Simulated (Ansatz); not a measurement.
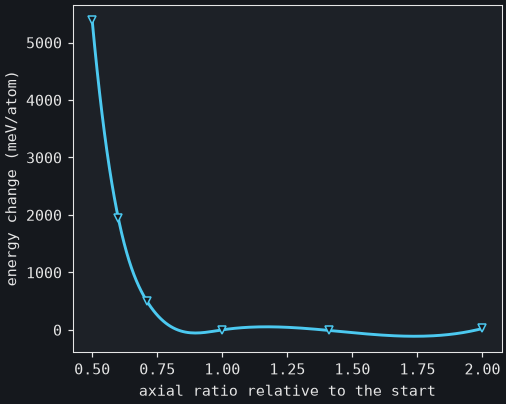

The picture above shows the energy change against relative axial ratio for AlAu, space group Pm-3m (No. 221).

The given structure:
```xyz
2
Lattice="3.2239 0.0000 0.0000 0.0000 3.2239 0.0000 0.0000 0.0000 3.2239" Properties=species:S:1:pos:R:3 pbc="T T T"
Al    0.0000    0.0000    0.0000
Au    1.6120    1.6120    1.6120
```

Method: deformation of a crystal at fixed volume, lengths along the axis scaled against those across it, fractional coordinates fixed, by plane-wave density functional theory with PAW datasets, free energies less that of the undisturbed cell, pressure positive in compression; scalar-relativistic (Ansatz 0.2.0). Level: LDA, no spin polarisation.

| setting | value |
| --- | --- |
| wave cutoff | 420 eV |
| k mesh | 16×16×16 |
| occupations | Gaussian |
| smearing width | 0.15 eV |
| k shift | (0, 0, 0) (mesh steps) |
| start | as given |
| path | trigonal |
| axis direction | (0.5774, 0.5774, 0.5774) (Cartesian unit vector) |

From this curve and the settings, what does the calculation give for the pressure at the same points?

The pressure goes from 123 GPa at relative axial ratio 0.50 to 8 GPa at 2.00, not monotonically, with a low of −8 GPa at 1.00, and changes sign near 0.92 and 1.35.

| axial ratio relative to the start | pressure (GPa) |
| --- | --- |
| 0.50 | 123 |
| 0.60 | 57 |
| 0.71 | 19 |
| 1.00 | −8 |
| 1.41 | 1 |
| 2.00 | 8 |

Caveats: atoms far too close at some points of the scan; reference crystal is not relaxed.
